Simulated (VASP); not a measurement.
**Geometry relaxation, with input and output: RuSi (part 3 of 4)**

Continued. System: RuSi (P2₁3, 8 atoms in the cell). Method: Kohn-Sham DFT of a periodic cell, LDA, VASP PAW LDA potentials, recommended, no spin polarisation (VASP 6.6.1); cutoff 600 eV, 8×8×8 k-mesh, Gaussian smearing of 0.1 eV. The structure derives from a Materials Project entry.

Geometry of the input (Å; fractional positions):
```
4.7086  0.0000  0.0000
0.0000  4.7086  0.0000
0.0000  0.0000  4.7086
Si 0.1624  0.3376  0.6624
Si 0.3376  0.6624  0.1624
Si 0.6624  0.1624  0.3376
Si 0.8376  0.8376  0.8376
Ru 0.8706  0.6294  0.3706
Ru 0.6294  0.3706  0.8706
Ru 0.3706  0.8706  0.6294
Ru 0.1294  0.1294  0.1294
```

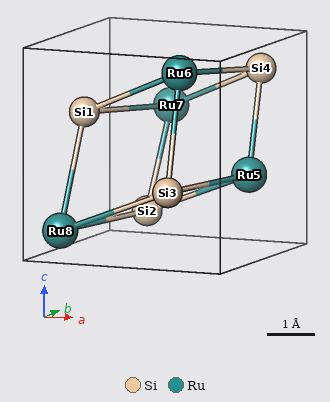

The geometry at step 5 of the log (ball-and-stick view of the cell of the calculation, seen slightly off an axis; atoms are numbered from 1 in the order of the input).

## Parts of OUTCAR, continued
```
  energy  without entropy=      -72.1632682553  energy(sigma->0) =      -72.16463197

--------------------------------------- Ionic step       10  -------------------------------------------

 number of electron      72.0000012 magnetization

 Free energy of the ion-electron system (eV)
  ---------------------------------------------------
  ext. energy  EPLUGINS =         0.00000000
  ---------------------------------------------------
  free energy    TOTEN  =       -72.16599663 eV

  energy without entropy =      -72.16329720  energy(sigma->0) =      -72.16464691

 E-fermi :  12.7137     XC(G=0): -13.2454     alpha+bet :-20.1939

 val. band max:       12.6099215395   @ k =   0.2500   0.0000   0.0000
 cond. band min:      12.8475011180   @ k =   0.3750   0.1250   0.1250
 fundamental gap:      0.2375795785
 Fermi energy:        12.7137406481

 k-point     1 :       0.0000    0.0000    0.0000
  band No.  band energies     occupation
      1     -30.1792      2.00000
      2     -30.1792      2.00000
      3     -30.1792      2.00000
      4     -29.9903      2.00000
      5     -29.9903      2.00000
      6     -29.9903      2.00000
      7     -29.9783      2.00000
      8     -29.8142      2.00000
      9     -29.8142      2.00000
     10     -29.7436      2.00000
     11     -29.7436      2.00000
     12     -29.7436      2.00000
     13      -0.0574      2.00000
     14       4.1349      2.00000
     15       4.1349      2.00000
     16       4.1349      2.00000
     17       7.0591      2.00000
     18       7.0591      2.00000
     19       7.0591      2.00000
     20       7.9083      2.00000
     21       7.9550      2.00000
     22       7.9550      2.00000
     23       7.9550      2.00000
     24       8.8037      2.00000
     25       8.8037      2.00000
     26       8.8280      2.00000
     27       8.8280      2.00000
     28       8.8280      2.00000
     29      10.1325      2.00000
     30      10.1325      2.00000
     31      10.1325      2.00000
     32      12.1429      2.00000
     33      12.1429      2.00000
     34      12.1429      2.00000
     35      12.3225      2.00000
     36      12.3225      2.00000
     37      13.7017      0.00000
     38      13.7017      0.00000
     39      13.7017      0.00000
     40      15.8814      0.00000
     41      15.8814      0.00000
     42      15.8814      0.00000
     43      17.2187      0.00000

 k-point     2 :       0.1250    0.0000    0.0000
  band No.  band energies     occupation
      1     -30.1986      2.00000
      2     -30.1822      2.00000
      3     -30.1533      2.00000
      4     -30.0173      2.00000
      5     -29.9993      2.00000
      6     -29.9815      2.00000
      7     -29.9559      2.00000
      8     -29.8129      2.00000
      9     -29.8074      2.00000
     10     -29.7497      2.00000
     11     -29.7487      2.00000
     12     -29.7404      2.00000
     13       0.0584      2.00000
     14       3.6616      2.00000
     15       4.1532      2.00000
     16       4.5174      2.00000
     17       6.5150      2.00000
     18       7.1475      2.00000
     19       7.4366      2.00000
     20       7.7057      2.00000
     21       7.7242      2.00000
     22       8.0412      2.00000
     23       8.4014      2.00000
     24       8.6833      2.00000
     25       8.7204      2.00000
     26       8.8203      2.00000
     27       8.9494      2.00000
     28       8.9649      2.00000
     29       9.9096      2.00000
     30      10.1904      2.00000
     31      10.3853      2.00000
     32      11.8375      2.00000
     33      11.8666      2.00000
     34      12.2540      2.00000
     35      12.3190      2.00000
     36      12.5194      1.99401
     37      13.3807      0.00000
     38      13.6187      0.00000
     39      14.0688      0.00000
     40      15.6500      0.00000
     41      15.8354      0.00000
     42      16.0305      0.00000
     43      16.9523      0.00000

 k-point     3 :       0.2500    0.0000    0.0000
  band No.  band energies     occupation
      1     -30.2099      2.00000
      2     -30.1900      2.00000
      3     -30.1233      2.00000
      4     -30.0339      2.00000
      5     -30.0193      2.00000
      6     -29.9929      2.00000
      7     -29.9171      2.00000
      8     -29.8108      2.00000
      9     -29.7911      2.00000
     10     -29.7618      2.00000
     11     -29.7574      2.00000
     12     -29.7410      2.00000
     13       0.3970      2.00000
     14       3.0664      2.00000
     15       4.2154      2.00000
     16       4.7711      2.00000
     17       6.0803      2.00000
     18       7.2586      2.00000
     19       7.4262      2.00000
     20       7.5856      2.00000
     21       7.7082      2.00000
     22       8.1596      2.00000
     23       8.6186      2.00000
     24       8.6758      2.00000
     25       8.8211      2.00000
     26       8.8442      2.00000
     27       9.0822      2.00000
     28       9.1941      2.00000
     29       9.8271      2.00000
     30      10.2876      2.00000
     31      10.5067      2.00000
     32      11.2449      2.00000
     33      11.6572      2.00000
     34      12.0794      2.00000
     35      12.3272      2.00000
     36      12.6099      1.85796
     37      13.1224      0.00000
     38      13.3974      0.00000
     39      14.5528      0.00000
     40      15.4511      0.00000
     41      15.6883      0.00000
     42      16.2169      0.00000
     43      16.4132      0.00000

 k-point     4 :       0.3750    0.0000    0.0000
  band No.  band energies     occupation
      1     -30.2129      2.00000
      2     -30.2000      2.00000
      3     -30.0930      2.00000
      4     -30.0422      2.00000
      5     -30.0379      2.00000
      6     -30.0106      2.00000
      7     -29.8776      2.00000
      8     -29.8169      2.00000
      9     -29.7738      2.00000
     10     -29.7728      2.00000
     11     -29.7658      2.00000
     12     -29.7464      2.00000
     13       0.9311      2.00000
     14       2.3561      2.00000
     15       4.3379      2.00000
     16       4.7418      2.00000
     17       6.0511      2.00000
     18       6.7989      2.00000
     19       7.5936      2.00000
     20       7.7403      2.00000
     21       7.9711      2.00000
     22       8.1112      2.00000
     23       8.5840      2.00000
     24       8.7358      2.00000
     25       8.8546      2.00000
     26       8.8722      2.00000
     27       9.3887      2.00000
     28       9.4445      2.00000
     29       9.9788      2.00000
     30      10.0779      2.00000
     31      10.4067      2.00000
     32      10.7507      2.00000
     33      11.6043      2.00000
     34      11.8809      2.00000
     35      12.4012      1.99999
     36      12.5072      1.99652
     37      12.9843      0.00013
     38      13.1098      0.00000
     39      14.7394      0.00000
     40      15.3629      0.00000
     41      15.3904      0.00000
     42      15.8935      0.00000
     43      17.0404      0.00000

 k-point     5 :       0.5000    0.0000    0.0000
  band No.  band energies     occupation
      1     -30.2088      2.00000
      2     -30.2088      2.00000
      3     -30.0659      2.00000
      4     -30.0659      2.00000
      5     -30.0286      2.00000
      6     -30.0286      2.00000
      7     -29.8417      2.00000
      8     -29.8417      2.00000
      9     -29.7731      2.00000
     10     -29.7731      2.00000
     11     -29.7571      2.00000
     12     -29.7571      2.00000
     13       1.6104      2.00000
     14       1.6104      2.00000
     15       4.5292      2.00000
     16       4.5292      2.00000
     17       6.3632      2.00000
     18       6.3632      2.00000
     19       7.7423      2.00000
     20       7.7423      2.00000
     21       8.1001      2.00000
     22       8.1001      2.00000
     23       8.6813      2.00000
     24       8.6813      2.00000
     25       8.8864      2.00000
     26       8.8864      2.00000
     27       9.5129      2.00000
     28       9.5129      2.00000
     29       9.9525      2.00000
     30       9.9525      2.00000
     31      10.4609      2.00000
     32      10.4609      2.00000
     33      11.7104      2.00000
     34      11.7104      2.00000
     35      12.4909      1.99838
     36      12.4909      1.99838
     37      12.9222      0.00320
     38      12.9222      0.00320
     39      14.9663      0.00000
     40      14.9663      0.00000
     41      15.5326      0.00000
     42      15.5326      0.00000
     43      17.6206      0.00000

 [... the levels of 18 k-points are left out ...]

 k-point    24 :       0.3750    0.1250    0.1250
  band No.  band energies     occupation
      1     -30.2101      2.00000
      2     -30.1908      2.00000
      3     -30.0985      2.00000
      4     -30.0468      2.00000
      5     -30.0375      2.00000
      6     -30.0144      2.00000
      7     -29.8929      2.00000
      8     -29.8280      2.00000
      9     -29.7828      2.00000
     10     -29.7653      2.00000
     11     -29.7522      2.00000
     12     -29.7313      2.00000
     13       1.1366      2.00000
     14       2.5025      2.00000
     15       4.1149      2.00000
     16       4.6822      2.00000
     17       6.0533      2.00000
     18       6.5699      2.00000
     19       7.3953      2.00000
     20       7.6895      2.00000
     21       7.8726      2.00000
     22       8.2628      2.00000
     23       8.6249      2.00000
     24       8.7562      2.00000
     25       8.9065      2.00000
     26       9.1155      2.00000
     27       9.2623      2.00000
     28       9.5706      2.00000
     29       9.9553      2.00000
     30      10.1039      2.00000
     31      10.5352      2.00000
     32      10.8172      2.00000
     33      11.4558      2.00000
     34      11.6029      2.00000
     35      12.1575      2.00000
     36      12.4889      1.99852
     37      12.8475      0.05854
     38      13.2463      0.00000
     39      14.6529      0.00000
     40      15.4290      0.00000
     41      15.5061      0.00000
     42      16.0290      0.00000
     43      16.7405      0.00000

 [... further k-points ...]

------------------------ aborting loop because EDIFF is reached ----------------------------------------

  FORCE on cell =-STRESS in cart. coord.  units (eV):
  Direction    XX          YY          ZZ          XY          YZ          ZX
  --------------------------------------------------------------------------------------
  -------------------------------------------------------------------------------------
  Total        0.0113043      0.0113043      0.0113043      0.0000000     -0.0000000     -0.0000000
  in kB        0.1781371      0.1781371      0.1781371      0.0000000     -0.0000000     -0.0000000
  external PRESSURE =       0.1781371 kB  Pullay stress =       0.0000000 kB

 VOLUME and BASIS-vectors are now :
 -----------------------------------------------------------------------------
  energy-cutoff  :      600.00
  volume of cell :      101.67
      direct lattice vectors                 reciprocal lattice vectors
     4.667307052 -0.000000000 -0.000000000     0.214256313 -0.000000000 -0.000000000
     0.000000000  4.667307052 -0.000000000     0.000000000  0.214256313  0.000000000
     0.000000000 -0.000000000  4.667307052     0.000000000  0.000000000  0.214256313

 POSITION                                       TOTAL-FORCE (eV/Angst)
 -----------------------------------------------------------------------------------
      0.75541      1.57825      3.08906        -0.002545      0.002545     -0.002545
      1.57825      3.08906      0.75541         0.002545     -0.002545     -0.002545
      3.08906      0.75541      1.57825        -0.002545     -0.002545      0.002545
      3.91190      3.91190      3.91190         0.002545      0.002545      0.002545
      4.05558      2.94538      1.72193         0.001156     -0.001156      0.001156
      2.94538      1.72193      4.05558        -0.001156      0.001156      0.001156
      1.72193      4.05558      2.94538         0.001156      0.001156     -0.001156
      0.61173      0.61173      0.61173        -0.001156     -0.001156     -0.001156
 -----------------------------------------------------------------------------------
    total drift:                                0.000000      0.000000      0.000000

  FREE ENERGIE OF THE ION-ELECTRON SYSTEM (eV)
  ---------------------------------------------------
  free  energy   TOTEN  =       -72.1659966305 eV

  energy  without entropy=      -72.1632971989  energy(sigma->0) =      -72.16464691

 reached required accuracy - stopping structural energy minimisation
```

## CONTCAR
```
SiRu
   1.00000000000000
     4.6673070523476010   -0.0000000000000000   -0.0000000000000000
     0.0000000000000000    4.6673070523476010   -0.0000000000000000
     0.0000000000000000   -0.0000000000000000    4.6673070523476010
  Si              Ru
     4     4
Direct
     0.1618503964847545    0.3381496035152454    0.6618503964847545
     0.3381496035152454    0.6618503964847545    0.1618503964847545
     0.6618503964847545    0.1618503964847545    0.3381496035152454
     0.8381496035152455    0.8381496035152455    0.8381496035152455
     0.8689339486868746    0.6310660513131254    0.3689339486868745
     0.6310660513131254    0.3689339486868745    0.8689339486868746
     0.3689339486868745    0.8689339486868746    0.6310660513131254
     0.1310660513131255    0.1310660513131255    0.1310660513131255

  0.00000000E+00  0.00000000E+00  0.00000000E+00
  0.00000000E+00  0.00000000E+00  0.00000000E+00
  0.00000000E+00  0.00000000E+00  0.00000000E+00
  0.00000000E+00  0.00000000E+00  0.00000000E+00
  0.00000000E+00  0.00000000E+00  0.00000000E+00
  0.00000000E+00  0.00000000E+00  0.00000000E+00
  0.00000000E+00  0.00000000E+00  0.00000000E+00
  0.00000000E+00  0.00000000E+00  0.00000000E+00
```

## Trajectory as extended XYZ (Å, eV, eV/Å), 10 frames, from step=0 to step=9
```
8
Lattice="4.7086 0.0000 0.0000 0.0000 4.7086 0.0000 0.0000 0.0000 4.7086" Properties=species:S:1:pos:R:3:forces:R:3 step=0 energy=-72.11421
Si    0.7648    1.5895    3.1191    0.0259  -0.0259   0.0259
Si    1.5895    3.1191    0.7648   -0.0259   0.0259   0.0259
Si    3.1191    0.7648    1.5895    0.0259   0.0259  -0.0259
Si    3.9438    3.9438    3.9438   -0.0259  -0.0259  -0.0259
Ru    4.0993    2.9636    1.7450    0.0314  -0.0314   0.0314
Ru    2.9636    1.7450    4.0993   -0.0314   0.0314   0.0314
Ru    1.7450    4.0993    2.9636    0.0314   0.0314  -0.0314
Ru    0.6093    0.6093    0.6093   -0.0314  -0.0314  -0.0314
8
Lattice="4.5942 0.0000 -0.0000 0.0000 4.5942 -0.0000 0.0000 0.0000 4.5942" Properties=species:S:1:pos:R:3:forces:R:3 step=1 energy=-71.92845
Si    0.7474    1.5497    3.0446   -0.1624   0.1624  -0.1624
Si    1.5497    3.0446    0.7474    0.1624  -0.1624  -0.1624
Si    3.0446    0.7474    1.5497   -0.1624  -0.1624   0.1624
Si    3.8468    3.8468    3.8468    0.1624   0.1624   0.1624
Ru    4.0012    2.8902    1.7041   -0.3011   0.3011  -0.3011
Ru    2.8902    1.7041    4.0012    0.3011  -0.3011  -0.3011
Ru    1.7041    4.0012    2.8902   -0.3011  -0.3011   0.3011
Ru    0.5930    0.5930    0.5930    0.3011   0.3011   0.3011
8
Lattice="4.6725 0.0000 -0.0000 0.0000 4.6725 -0.0000 0.0000 0.0000 4.6725" Properties=species:S:1:pos:R:3:forces:R:3 step=2 energy=-72.16220
Si    0.7593    1.5770    3.0955   -0.0279   0.0279  -0.0279
Si    1.5770    3.0955    0.7593    0.0279  -0.0279  -0.0279
Si    3.0955    0.7593    1.5770   -0.0279  -0.0279   0.0279
Si    3.9132    3.9132    3.9132    0.0279   0.0279   0.0279
Ru    4.0683    2.9404    1.7320   -0.0648   0.0648  -0.0648
Ru    2.9404    1.7320    4.0683    0.0648  -0.0648  -0.0648
Ru    1.7320    4.0683    2.9404   -0.0648  -0.0648   0.0648
Ru    0.6042    0.6042    0.6042    0.0648   0.0648   0.0648
8
Lattice="4.6718 0.0000 -0.0000 0.0000 4.6718 -0.0000 0.0000 0.0000 4.6718" Properties=species:S:1:pos:R:3:forces:R:3 step=3 energy=-72.16221
Si    0.7592    1.5767    3.0951   -0.0290   0.0290  -0.0290
Si    1.5767    3.0951    0.7592    0.0290  -0.0290  -0.0290
Si    3.0951    0.7592    1.5767   -0.0290  -0.0290   0.0290
Si    3.9126    3.9126    3.9126    0.0290   0.0290   0.0290
Ru    4.0677    2.9400    1.7318   -0.0669   0.0669  -0.0669
Ru    2.9400    1.7318    4.0677    0.0669  -0.0669  -0.0669
Ru    1.7318    4.0677    2.9400   -0.0669  -0.0669   0.0669
Ru    0.6041    0.6041    0.6041    0.0669   0.0669   0.0669
8
Lattice="4.6702 -0.0000 -0.0000 -0.0000 4.6702 -0.0000 0.0000 -0.0000 4.6702" Properties=species:S:1:pos:R:3:forces:R:3 step=4 energy=-72.16440
Si    0.7577    1.5774    3.0928   -0.0173   0.0173  -0.0173
Si    1.5774    3.0928    0.7577    0.0173  -0.0173  -0.0173
Si    3.0928    0.7577    1.5774   -0.0173  -0.0173   0.0173
Si    3.9125    3.9125    3.9125    0.0173   0.0173   0.0173
Ru    4.0635    2.9418    1.7284   -0.0442   0.0442  -0.0442
Ru    2.9418    1.7284    4.0635    0.0442  -0.0442  -0.0442
Ru    1.7284    4.0635    2.9418   -0.0442  -0.0442   0.0442
Ru    0.6067    0.6067    0.6067    0.0442   0.0442   0.0442
8
Lattice="4.6673 -0.0000 -0.0000 -0.0000 4.6673 -0.0000 0.0000 -0.0000 4.6673" Properties=species:S:1:pos:R:3:forces:R:3 step=5 energy=-72.16600
Si    0.7550    1.5786    3.0887    0.0044  -0.0044   0.0044
Si    1.5786    3.0887    0.7550   -0.0044   0.0044   0.0044
Si    3.0887    0.7550    1.5786    0.0044   0.0044  -0.0044
Si    3.9122    3.9122    3.9122   -0.0044  -0.0044  -0.0044
Ru    4.0559    2.9450    1.7222   -0.0031   0.0031  -0.0031
Ru    2.9450    1.7222    4.0559    0.0031  -0.0031  -0.0031
Ru    1.7222    4.0559    2.9450   -0.0031  -0.0031   0.0031
Ru    0.6114    0.6114    0.6114    0.0031   0.0031   0.0031
8
Lattice="4.6672 -0.0000 -0.0000 -0.0000 4.6672 -0.0000 0.0000 -0.0000 4.6672" Properties=species:S:1:pos:R:3:forces:R:3 step=6 energy=-72.16599
Si    0.7550    1.5786    3.0885    0.0050  -0.0050   0.0050
Si    1.5786    3.0885    0.7550   -0.0050   0.0050   0.0050
Si    3.0885    0.7550    1.5786    0.0050   0.0050  -0.0050
Si    3.9122    3.9122    3.9122   -0.0050  -0.0050  -0.0050
Ru    4.0556    2.9451    1.7220   -0.0018   0.0018  -0.0018
Ru    2.9451    1.7220    4.0556    0.0018  -0.0018  -0.0018
Ru    1.7220    4.0556    2.9451   -0.0018  -0.0018   0.0018
Ru    0.6116    0.6116    0.6116    0.0018   0.0018   0.0018
8
Lattice="4.6680 -0.0000 -0.0000 0.0000 4.6680 -0.0000 0.0000 -0.0000 4.6680" Properties=species:S:1:pos:R:3:forces:R:3 step=7 energy=-72.16599
Si    0.7553    1.5786    3.0893    0.0012  -0.0012   0.0012
Si    1.5786    3.0893    0.7553   -0.0012   0.0012   0.0012
Si    3.0893    0.7553    1.5786    0.0012   0.0012  -0.0012
Si    3.9126    3.9126    3.9126   -0.0012  -0.0012  -0.0012
Ru    4.0561    2.9458    1.7222    0.0025  -0.0025   0.0025
Ru    2.9458    1.7222    4.0561   -0.0025   0.0025   0.0025
Ru    1.7222    4.0561    2.9458    0.0025   0.0025  -0.0025
Ru    0.6118    0.6118    0.6118   -0.0025  -0.0025  -0.0025
8
Lattice="4.6676 -0.0000 -0.0000 -0.0000 4.6676 -0.0000 0.0000 -0.0000 4.6676" Properties=species:S:1:pos:R:3:forces:R:3 step=8 energy=-72.16600
Si    0.7551    1.5786    3.0889    0.0031  -0.0031   0.0031
Si    1.5786    3.0889    0.7551   -0.0031   0.0031   0.0031
Si    3.0889    0.7551    1.5786    0.0031   0.0031  -0.0031
Si    3.9124    3.9124    3.9124   -0.0031  -0.0031  -0.0031
Ru    4.0559    2.9455    1.7221    0.0002  -0.0002   0.0002
Ru    2.9455    1.7221    4.0559   -0.0002   0.0002   0.0002
Ru    1.7221    4.0559    2.9455    0.0002   0.0002  -0.0002
Ru    0.6117    0.6117    0.6117   -0.0002  -0.0002  -0.0002
8
Lattice="4.6673 -0.0000 -0.0000 0.0000 4.6673 -0.0000 0.0000 -0.0000 4.6673" Properties=species:S:1:pos:R:3:forces:R:3 step=9 energy=-72.16600
Si    0.7554    1.5782    3.0891   -0.0025   0.0025  -0.0025
Si    1.5782    3.0891    0.7554    0.0025  -0.0025  -0.0025
Si    3.0891    0.7554    1.5782   -0.0025  -0.0025   0.0025
Si    3.9119    3.9119    3.9119    0.0025   0.0025   0.0025
Ru    4.0556    2.9454    1.7219    0.0012  -0.0012   0.0012
Ru    2.9454    1.7219    4.0556   -0.0012   0.0012   0.0012
Ru    1.7219    4.0556    2.9454    0.0012   0.0012  -0.0012
Ru    0.6117    0.6117    0.6117   -0.0012  -0.0012  -0.0012
```
